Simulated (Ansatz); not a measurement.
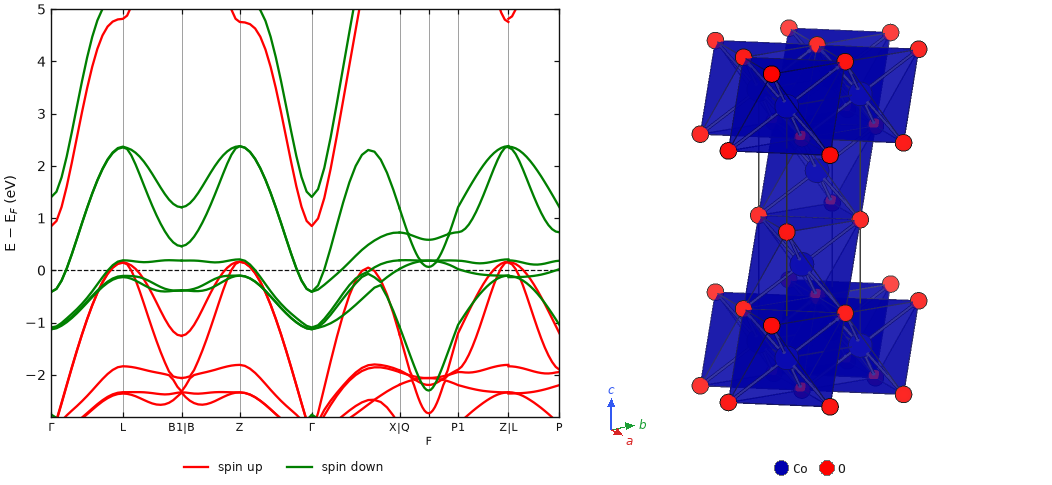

Band structure, beside the structure. Energies are counted from the Fermi level.

The Ansatz input:

```yaml
crystal:
  lattice:
    - [1.5054695445, 0.8691832468, 2.4399269062]
    - [-1.5054695445, 0.8691832468, 2.4399269062]
    - [0.0, -1.7383664936, 2.4399269062]
  atoms:
    - { symbol: Co, position: [0.0, 0.0, 0.0], spin: 2.0 }
    - { symbol: O, position: [0.5, 0.5, 0.5] }
hamiltonian:
  xc: lda
  pseudopotentials: { kind: paw }
magnetization:
  spin_polarized: true
kpoints:
  mp_grid: { grid: [11, 11, 11] }
  band_path:
    path:
      - [[0.0, 0.0, 0.0], [0.5, 0.0, 0.0], [0.5, 0.2512681158, -0.2512681158]]
      - [[0.7487318842, 0.5, 0.2512681158], [0.5, 0.5, 0.5], [0.0, 0.0, 0.0], [0.3756340579, 0.0, -0.3756340579]]
      - [[0.6243659421, 0.3756340579, 0.0], [0.5, 0.5, 0.0], [0.6243659421, 0.6243659421, 0.2512681158], [0.5, 0.5, 0.5]]
      - [[0.5, 0.0, 0.0], [0.7487318842, 0.3756340579, 0.3756340579]]
    npoints: 14
scf:
  occupations: { method: fermi_dirac, width: 0.05 }
  n_extra_bands: 6
output:
  forces: true
  stress: true
  eigenvalues: true
  fatbands: true
```

System: CoO, space group R-3m (No. 166), 2 atoms in the primitive cell.

Method: LDA, Ansatz PAW, collinear spin, ferromagnetic start, no spin-orbit coupling, 11×11×11 k mesh, 420 eV cutoff, Fermi-Dirac smearing of 0.05 eV (Ansatz 0.2.0).

### Metal, semiconductor or insulator?

A metal: 2 spin-up and 4 spin-down bands cross the Fermi level along this path.

### Which levels at L lie nearest to the Fermi level?

At L the nearest levels lie 0.11 eV below and 0.15 eV above the Fermi level.

The run ends ferromagnetic, with 2.85 μB a cell. A cell with one magnetic atom can't hold antiferromagnetic order, which such compounds often take. Semilocal functionals often make such compounds metallic where correlation or magnetic order opens a gap, which also shifts bond lengths. The PAW data sets were made with another functional. The cell is at −18 GPa in this functional. The cell is a database's computed one. In reduced coordinates of the cell that was run, L is (0.5, 0, 0), B1 is (0.5, 0.251, −0.251), B is (0.749, 0.5, 0.251), Z is (0.5, 0.5, 0.5), X is (0.376, 0, −0.376), Q is (0.624, 0.376, 0), F is (0.5, 0.5, 0), P1 is (0.624, 0.624, 0.251) and P is (0.749, 0.376, 0.376).
